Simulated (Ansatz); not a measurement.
Cell and atoms:

```xyz
24
Lattice="3.9487 0.0000 0.0000 0.0000 3.9487 0.0000 0.0000 0.0000 24.1530" Properties=species:S:1:pos:R:3 pbc="T T T"
Ti    0.0000    1.9744    4.1544
Ti    1.9744    1.9744   10.1926
Ti    0.0000    1.9744    7.9221
Ti    0.0000    0.0000    1.8839
Al    0.0000    0.0000    9.9902
Al    0.0000    0.0000    6.0391
Al    1.9744    1.9744    6.0374
Al    1.9744    0.0000    8.1246
Al    1.9744    0.0000    3.9519
Al    1.9744    0.0000   12.0757
Al    1.9744    0.0000    0.0008
Al    1.9744    1.9744    2.0864
Ti    1.9744    0.0000   16.2309
Ti    0.0000    0.0000   22.2692
Ti    1.9744    0.0000   19.9987
Ti    1.9744    1.9744   13.9604
Al    1.9744    1.9744   22.0667
Al    1.9744    1.9744   18.1156
Al    0.0000    0.0000   18.1140
Al    0.0000    1.9744   20.2011
Al    0.0000    1.9744   16.0284
Al    0.0000    1.9744   24.1522
Al    0.0000    1.9744   12.0773
Al    0.0000    0.0000   14.1629
```

Q: Give a crystallographic description of this input.

A: The solid is TiAl$_{2}$. It belongs to space group I4_1/amd (No. 141) and has a body-centred tetragonal lattice. The cell comprises 8 formula units: 8 Ti, 16 Al. Ti is linked to ten Al and two Ti (2.73 to 2.86 Å to Al, 3.01 Å to Ti). Al takes two kinds of site: 8e with six Ti and six Al (2.80 to 2.86 Å to Ti, 2.72 to 2.87 Å to Al); 8e with eight Al and four Ti in a cuboctahedral arrangement (2.79 to 2.87 Å to Al, 2.73 Å to Ti). The bonds build a three-dimensional framework.

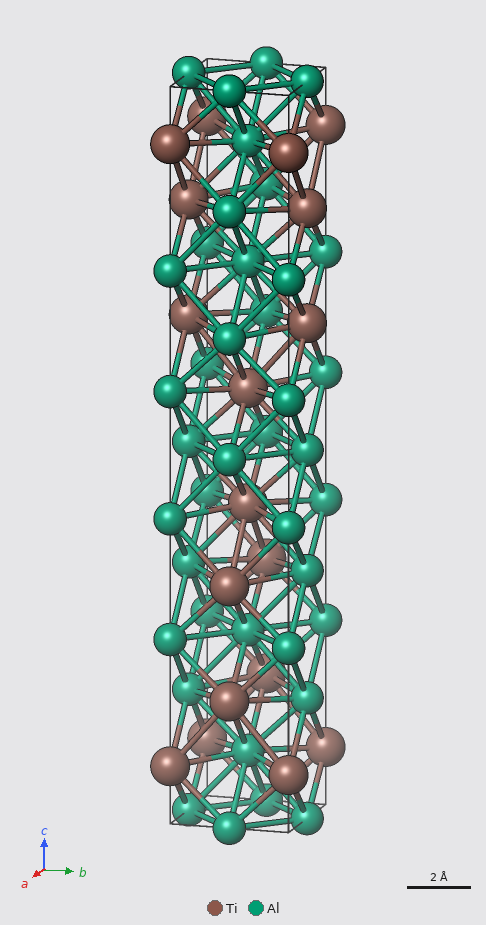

Shown here is a ball-and-stick view of the crystal, taken slightly off an axis. The conventional unit cell is outlined; an atom on or near a face, edge or corner is repeated at each equivalent position.

The model was built from a structure listed in the Materials Project. Earlier steps of the study, as a rule a relaxation of our own, may have changed the cell and positions, so they can lie some per cent off the listed ones. It was the input of a calculation with Ansatz.
